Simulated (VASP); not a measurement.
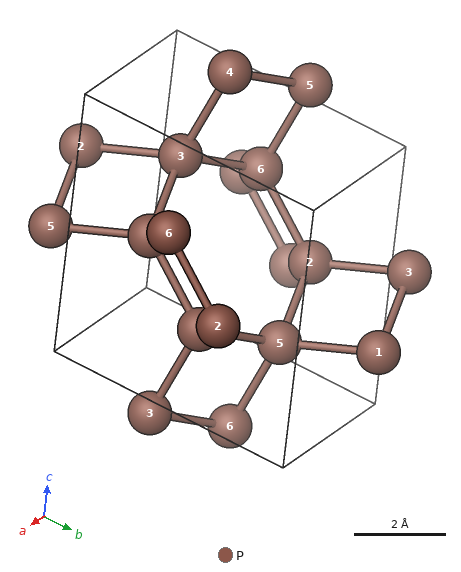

This is the input geometry for a relaxation of a crystal of P (a generated structure, set up in Im-3m). A ball-and-stick model of the cell of the calculation, seen slightly off an axis.

The run lets cell and atoms move.

These are results of VASP, Kohn-Sham DFT of a periodic cell, PBE, VASP PAW PBE potentials, recommended, not measurements.

Input file:
```
SYSTEM = P
PREC = Accurate
ENCUT = 600
EDIFF = 1E-6
ISMEAR = 0
SIGMA = 0.1
LREAL = .False.
LASPH = .True.
NELM = 100
ALGO = Normal
ISIF = 3
LWAVE = .False.
LCHARG = .False.
GGA = PE
IBRION = 2
NSW = 100
EDIFFG = -0.01
```

Run as
```bash
cat potpaw_PBE.64/P/POTCAR > POTCAR
mpirun -np 1 vasp_std > vasp.out
```

The structure:
```
P
1.0
    -3.31728    3.31728    3.31728
     3.31728   -3.31728    3.31728
     3.31728    3.31728   -3.31728
P
6
Direct
  0.75000 0.25000 0.50000
  0.25000 0.75000 0.50000
  0.50000 0.25000 0.75000
  0.75000 0.50000 0.25000
  0.50000 0.75000 0.25000
  0.25000 0.50000 0.75000
```

### What does the optimiser find from here?

After 2 geometry steps the energy has fallen by 0.7 meV per atom. All forces vanish by symmetry, so only the cell relaxes. Pressure: 0.58 GPa at the start and −0.03 GPa at the end. No atom moves by more than 0.005 Å relative to the cell. Cell: a = b = c 5.746 → 5.779 Å (+0.6 %). Volume +1.7 %. Among the contacts that change: P1–P3 2.346 → 2.359 Å. The space group stays Im-3m (No. 229).

Step by step:

```csv
step,"E − E(0), meV/atom","pressure, GPa","volume, Å³/atom"
0,0.00,0.58,24.336
1,-0.68,0.14,24.647
2,-0.71,-0.03,24.756
```
